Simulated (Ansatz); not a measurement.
Consider PbO.

Input

```
crystal:
  lattice:
    - [3.9744, 0.0, 0.0]
    - [0.0, 3.9744, 0.0]
    - [0.0, 0.0, 5.022]
  atoms:
    - { symbol: Pb, position: [0.0, 0.5, 0.2351] }
    - { symbol: Pb, position: [0.5, 0.0, 0.7649] }
    - { symbol: O, position: [0.0, 0.0, 0.0] }
    - { symbol: O, position: [0.5, 0.5, 0.0] }
kpoints:
  mp_grid: { grid: [8, 8, 7] }
scf:
  occupations: { method: fermi_dirac, width: 0.01 }
hamiltonian:
  xc: pbe
  pseudopotentials: { kind: paw }
output:
  forces: true
  stress: true
  populations: true
  efg: { quadrupole_moments_barn: { O: -0.02558 }, contact_densities: true }
  write_density: true
  write_potential: true
  elf: true
  volumetric_format: npy
relax:
  f_tol: 0.02
  max_steps: 60
```

Launched as:

```sh
ansatz run input.yaml --threads 1 --pin off --max-ram 3072MiB --backend cpu --events-out ev --progress --plain --runs-dir out
```

Below, planes, directions and counts refer to the conventional cell (a = 3.97 Å, b = 3.97 Å, c = 5.02 Å, α = 90.00°, β = 90.00°, γ = 90.00°).

The fields are those of the relaxed geometry.

Space group P4/nmm; computed pressure about 3 GPa in this cell.

Computed with Ansatz 0.2.0, DFT, PBE, plane-wave PAW, default files, scalar-relativistic.

### What can the converged valence pseudo-density and electron localisation function tell about the bonding?

Pb–O (2.32 Å): the density is about 0.45 e/Å³ at the midpoint; the ELF peaks at about 0.85 in the valence shell of O, 0.6 Å from its nucleus, and drops to about 0.20 between the two atoms.

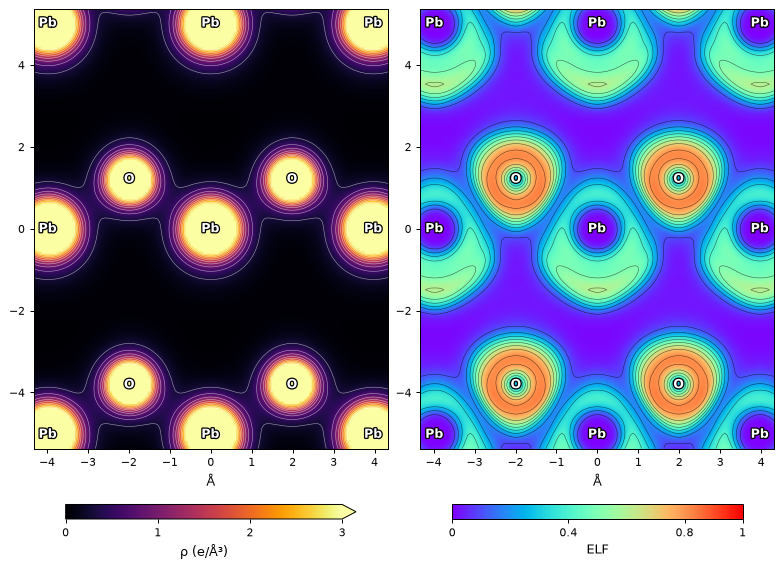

Computed valence pseudo-density and electron localisation function on the (100) plane of the conventional cell, in this order. 

In a PAW calculation such maps are meaningful between the atoms, not at the nuclei.
